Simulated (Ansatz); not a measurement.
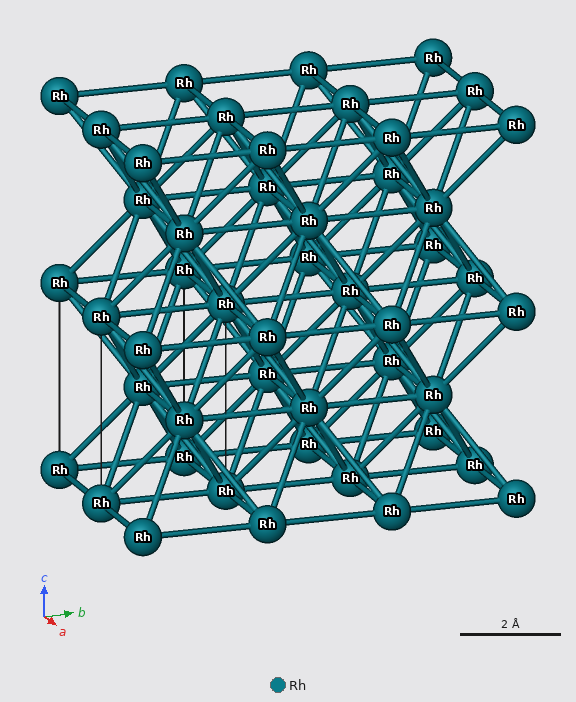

**Figure 1.** The structure (ball-and-stick view of the reduced cell, repeated 2 × 3 × 2, seen slightly off an axis). Near neighbours in the crystal (not all of them lie inside the picture): Rh has 12 Rh at 2.69 to 2.76 Å.

**Run report: Rh (charge −6), single-point calculation**

System: Rh (I4/mmm, 2 atoms in the cell, total charge −6).
Method: DFT, r2SCAN, plane waves, PAW, no spin polarisation (Ansatz 0.2.0).

The structure derives from a Materials Project entry. Some settings of this run were made unusual or wrong on purpose.

Input file:
```yaml
crystal:
  lattice:
    - [3.9072701548, 0.0, 0.0]
    - [0.0, 3.9072701548, 0.0]
    - [-1.9536350774, 0.0, 1.8527545278]
  atoms:
    - { symbol: Rh, position: [0.0, 0.0, 0.0] }
    - { symbol: Rh, position: [0.5, 0.5, 0.0] }
basis:
  ecutwfc: 500
kpoints:
  mp_grid: { grid: [9, 9, 18] }
hamiltonian:
  xc: r2scan
scf:
  occupations: { method: gaussian, width: 0.1 }
  max_iter: 60
output:
  forces: true
  eigenvalues: true
  stress: true
total_charge: -6
```

Launched with:
```bash
ansatz run input.yaml --threads 8 --pin off --max-ram 20480MiB --backend cpu --events-out ev --progress --plain --runs-dir out
```

Output:
```
Engine: ansatz 0.2.0, x86_64-unknown-linux-gnu
Pseudopotentials: kind: paw
Pseudopotential: Rh, paw, valence charge 17, recommended cutoff 500 eV (meta_gga), Rh.paw.azcp
Functional definition: r2SCAN
  parameter k0 = 0.174
  parameter k1 = 0.065
  parameter a1 = 4.9479
  exchange = r2scan_x(k0 = k0, k1 = k1, a1 = a1)
  correlation = r2scan_c
Crystal: 2 atoms, lattice volume = 28.286 Å³
Basis set: ecut = 500 eV, 695 PW (Γ), exchange–correlation on 120×120×80 points (64 copies of the dense FFT grid, shifted against one another)
Bands: 24, of which v1, the nominal top of the filled ones, is band 20 counted from 1 (19 counted from 0)
Symmetry: 16 space group operations
Space group: I4/mmm (ITA 139), of the structure as read, at distance tolerance 3.0e-5 Å
k-points: 250 of 1458
Non-local potential: Rh, projectors of the file, l = 0: 3, l = 1: 2, l = 2: 2, l = 3: 1
PAW form: soft (Blöchl's): semilocal exchange-correlation on the pseudo side does not see the compensation charge
PAW frozen core: Rh, regenerated for the run's functional (the file was generated under x = pbe(κ = 0.804, μ = 0.2195149727645171), c = pbe(β = 0.06672455060314922))
PAW one-centre angular grid: Rh, 590 points (default); XC on 160 Gauss nodes
Initial density: superposition of atomic densities (neutral atoms scaled as one to the charged cell's electrons: chi_scale 0, normalization atom), corrected by the library's trained network
Initial wavefunctions: pseudopotential atomic-orbital guess
Functional: x = r2scan, c = r2scan; τ floored in thin density (d = 2e-4 eV/Å³)
SCF iter   1: F=—  HF=-12731.647058 eV  |F-HF|=—  |Δ(HF+E_count)|=         —  Δρ=7.78e-1  dr2=1.44e2  dr2_τ=3.92e0  ethr=1.77e-3  ⟨swp⟩=5.6  Hψ=27621  notcnv=0
preconditioner: auto → Kerker (q_TF=auto, 2.891 Å⁻¹)  [metal: Δε(μ)=0.044 eV  Ē_g=13.179 eV  σ=0.100 eV  W_gap=0.24  n_scr=14 (ndim 8)  ℏωp=34.2 eV  f_vac=0.000  D(μ)=0.40/eV (n_scr^D=0)]
SCF iter   2: F=—  HF=-12684.096205 eV  |F-HF|=—  |Δ(HF+E_count)|=    4.76e1  Δρ=2.39e-1  dr2=1.43e1  dr2_τ=1.56e0  ethr=1.77e-3  ⟨swp⟩=4.1  Hψ=21288  notcnv=0  defer=2
SCF iter   3: F=—  HF=-12684.097423 eV  |F-HF|=—  |Δ(HF+E_count)|=   1.22e-3  Δρ=4.48e-2  dr2=2.11e-1  dr2_τ=6.32e-2  ethr=1.77e-3  ⟨swp⟩=3.9  Hψ=17437  notcnv=0  defer=6
SCF iter   4: F=—  HF=-12685.296879 eV  |F-HF|=—  |Δ(HF+E_count)|=    1.20e0  Δρ=1.06e-2  dr2=2.10e-2  dr2_τ=1.28e-2  ethr=5.28e-4  ⟨swp⟩=2.9  Hψ=13702  notcnv=0  defer=2
SCF iter   5: F=—  HF=-12685.308474 eV  |F-HF|=—  |Δ(HF+E_count)|=   1.16e-2  Δρ=3.24e-3  dr2=1.78e-3  dr2_τ=8.74e-5  ethr=5.25e-5  ⟨swp⟩=2.1  Hψ=9696  notcnv=0  defer=2
SCF iter   6: F=—  HF=-12685.309858 eV  |F-HF|=—  |Δ(HF+E_count)|=   1.38e-3  Δρ=7.76e-4  dr2=1.51e-4  dr2_τ=1.01e-5  ethr=4.46e-6  ⟨swp⟩=2.1  Hψ=9361  notcnv=0  defer=2
SCF iter   7: F=—  HF=-12685.309871 eV  |F-HF|=—  |Δ(HF+E_count)|=   1.32e-5  Δρ=1.22e-4  dr2=4.13e-6  dr2_τ=4.62e-8  ethr=3.78e-7  ⟨swp⟩=2.0  Hψ=8540  notcnv=0  defer=2
SCF iter   8: F=—  HF=-12685.309867 eV  |F-HF|=—  |Δ(HF+E_count)|=   3.60e-6  Δρ=1.91e-5  dr2=4.82e-8  dr2_τ=7.13e-9  ethr=2.50e-10  ⟨swp⟩=5.1  Hψ=32244  notcnv=0
SCF iter   9: F=-12685.309867 eV  HF=-12685.309867 eV  |F-HF|=1.87e-10  |Δ(HF+E_count)|=   4.82e-8  Δρ=2.08e-6  dr2=9.56e-10  dr2_τ=1.19e-10  ethr=1.20e-10  ⟨swp⟩=2.0  Hψ=20257  notcnv=0
SCF 1 converged in 9 iterations: F = -12685.309867 eV  dr2 = 9.56e-10
  greatest PAW one-centre occupation: 1.013 electrons in one spin orbital (limit 2), on the Rh atom at site 1 (counted from 0), in its partial waves of l = 1
```

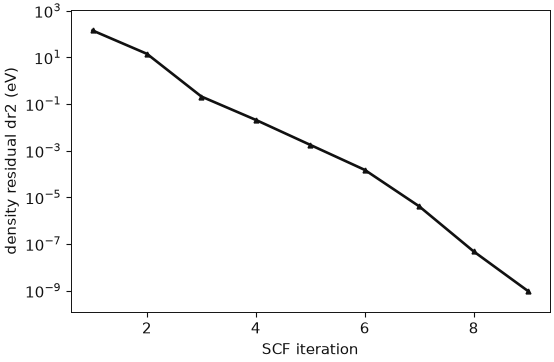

**Figure 2.** Convergence of the self-consistent field: density residual dr2 against the SCF iteration. The residual falls at every step.

```
SCF converged after 9 iterations
Free energy (F): -12685.309867 eV
Harris-Foulkes:  -12685.309867 eV  (|F-HF|=1.87e-10)
Internal energy: -12685.308183 eV  (E = F + TS)
E sigma→0 (E₀):  -12685.309025 eV
Entropy (-TS):   -0.001684 eV (-0.842 meV/atom)
Fermi energy:    29.724470 eV
--- Per-component energies (eV) ---
  E_band       = -29.182974
  E_kinetic    = 1325.196811
  E_local      = -3299.172917  (includes V_loc(G=0)·N_el)
  E_nonlocal   = 795.009362
  E_hartree    = 1225.861228
  E_xc         = -508.149028
  E_vxc        = -740.318478  (∫ρ·V_xc dr)
  E_paw        = -7253.222576  (= ΣΔE_a)
  E_vpaw       = -612.812665  (= ΣTr[D̂ρ^β])
  E_aug_tail   = 0.001475  (compensation charges beyond the density's cutoff)
  E_vtau       = 51.189168  (kinetic-family band-sum trace: ∫τ·v_τ [+ j·A + Jᵃ·Aᵃ] dr)
  E_ewald      = -4970.092620
  E_core_change = -0.739919  (= ΣΔE_core)
  E_smearing   = -0.001684  (= −TS)
  E_closure    = -0.000000  (closes the sum)
  E_deformation_potential = -172.054564  (in the stress; not in F)
  Σ components = -12685.309867   (vs F -12685.309867, Δ=0.00e0)
--- Forces (eV/Å), atoms counted from 1 ---
  atom   1  Rh    -0.00000000     0.00000000     0.00000000
  atom   2  Rh    -0.00000000    -0.00000000    -0.00000000
  max |Σ_I F_I| component: 1.49e-29 eV/Å
--- Stress (GPa, compression-positive) ---
       52.279418      -0.000000       0.000000
        0.000000      52.279407       0.000000
        0.000000       0.000000      56.635275
  P = ⅓ Tr σ = 53.7314 GPa (537.314 kbar)
--- Band table (eV; the first three rows and the last of 250) ---
  k-point 0: bands = ["-56.6284", "-56.4495", "-24.1454", "-23.6161", "-23.5309", "-23.2703", "-23.2703", "-23.2606", "11.0701", "14.3345", "15.5923", "19.0366", "19.0366", "19.6267", "21.3721", "22.1357", "22.5594", "23.6312", "23.9722", "24.5308", "33.2234", "33.4356", "34.0545", "35.6680"]
  k-point 1: bands = ["-56.6222", "-56.4495", "-24.1275", "-23.6185", "-23.5501", "-23.2904", "-23.2823", "-23.2823", "11.2601", "14.4874", "15.6984", "19.1281", "19.1281", "19.4427", "21.4313", "21.7353", "21.9792", "23.4141", "23.9733", "25.4400", "33.0710", "33.1488", "34.0337", "35.9958"]
  k-point 2: bands = ["-56.6043", "-56.4493", "-24.0756", "-23.6246", "-23.6050", "-23.3751", "-23.3166", "-23.3166", "11.8093", "14.9137", "16.0154", "18.9461", "19.4028", "19.4028", "20.4589", "21.5371", "21.6043", "22.8058", "23.9761", "26.9597", "32.4090", "32.8730", "33.9012", "36.9075"]
  k-point 249: bands = ["-56.5063", "-56.4860", "-23.9013", "-23.8510", "-23.6629", "-23.5887", "-23.4356", "-23.3964", "15.1976", "15.8547", "17.7820", "17.8588", "17.8792", "18.4035", "20.2105", "20.4398", "21.0348", "21.6172", "24.4767", "25.1903", "34.6177", "35.2483", "36.0540", "37.3190"]
```

What the run reported:

- outcome: converged
- space group (tolerance 0.01 Å): I4/mmm (139)
- electrons treated: 40
- free energy: −12685.3099 eV
- Fermi energy: 29.724 eV
- gap on the k-point mesh: none (metallic)
- pressure: 53.73 GPa
- largest force (length of the vector): under 0.001 eV/Å
- hardware: 8 threads of AMD EPYC (Zen 3), 189 GiB of memory available, shared host
- wall time: 9.1 s (CPU time 56 s)
- peak memory: 0.57 GiB

What went wrong:

This input holds a deliberate fault: a charge that the system can't hold (`total_charge`). The cell cannot bind or give up so many electrons; the background charge dominates. The program still converged, but the numbers can't be taken as results for the intended system.
